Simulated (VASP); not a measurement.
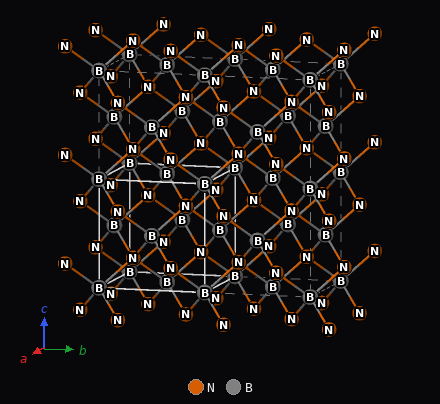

System BN (space group F-43m, No. 216); source of the atomic positions: coordinates from a relaxation with VASP Kohn-Sham DFT of a periodic cell, B3LYP, VASP PAW PBE potentials, recommended in VASP 6.6.1.

Bonds are taken as B–N below 1.8 Å. Atoms with one bond or none are removed and atoms with two bonds are replaced by edges, until no such atom is left.

Q: What kind of net remains, and which atoms are its nodes?

A: A uninodal 4-connected, three-periodic net: N and B are 4-connected nodes.

Q: Does the net have a name?

A: It is the dia net, known from diamond, zinc blende and cristobalite.

Q: Is the net interpenetrated?

A: It is a single net, without interpenetration.

Q: Give the first four terms of the coordination sequence (nodes one, two, three … edges away).

A: N and B: 4, 12, 24, 42.

Q: Give the point symbol of each node (shortest cycle at each angle).

A: N and B: 6⁶.

The simplified net, drawn on the atoms' positions. Nodes are coloured by element. Edges to nodes outside the piece are drawn as stubs.

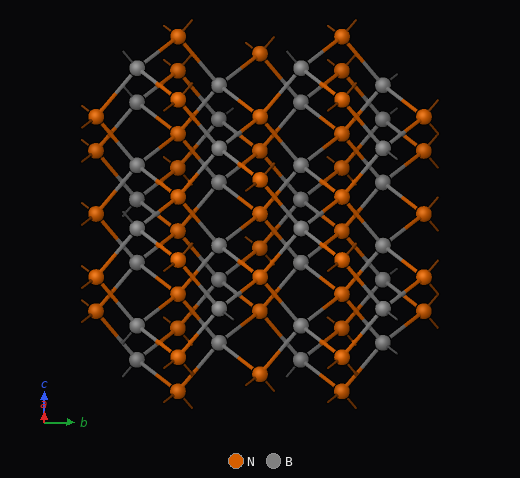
